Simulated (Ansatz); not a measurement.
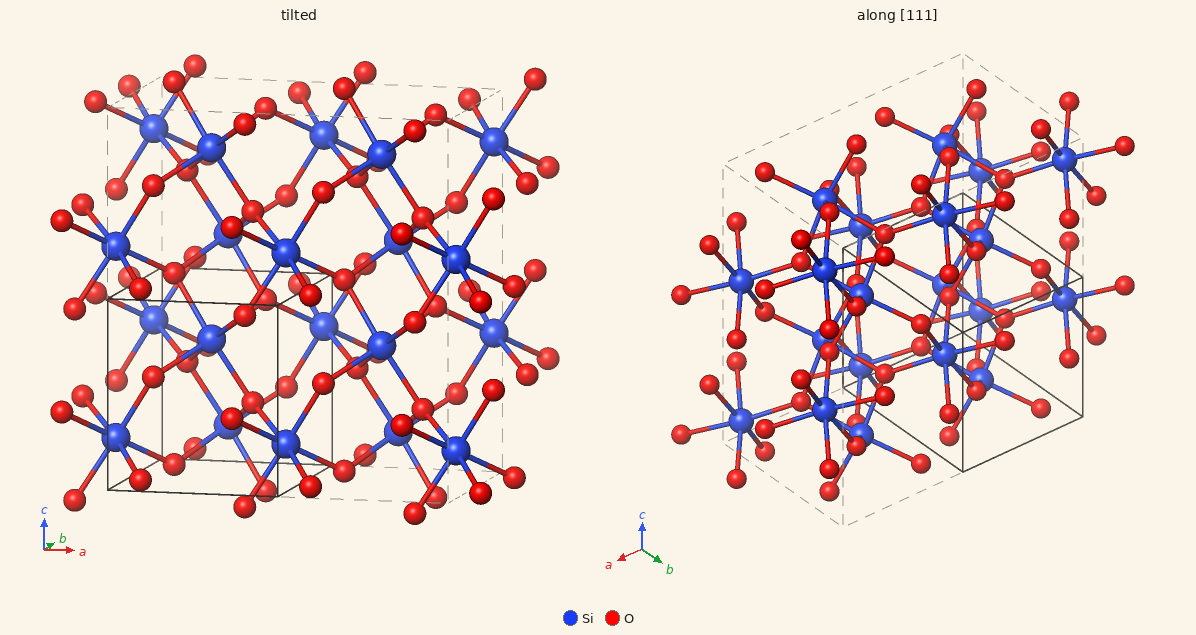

A ball-and-stick rendering, viewed slightly off an axis and along [111]. The solid frame is a single conventional unit cell within a 2×1×2 block. A few atoms beyond the faces are included.

Caption:

- The compound is SiO$_{2}$.
- The atoms follow space group Pbcn (No. 60); the Bravais lattice is primitive orthorhombic.
- Counting shared atoms by their share gives 4 Si, 8 O, or 12 atoms.
- Si is coordinated by six O in a distorted octahedral arrangement. The O atoms are each bonded to three Si.
- The bonds build a three-dimensional framework.

The cell started as a structure listed in the Materials Project. Earlier steps of the study, as a rule a relaxation of our own, may have changed the cell and positions, so they can lie some per cent off the listed ones. An electronic-structure calculation with Ansatz was run on it.
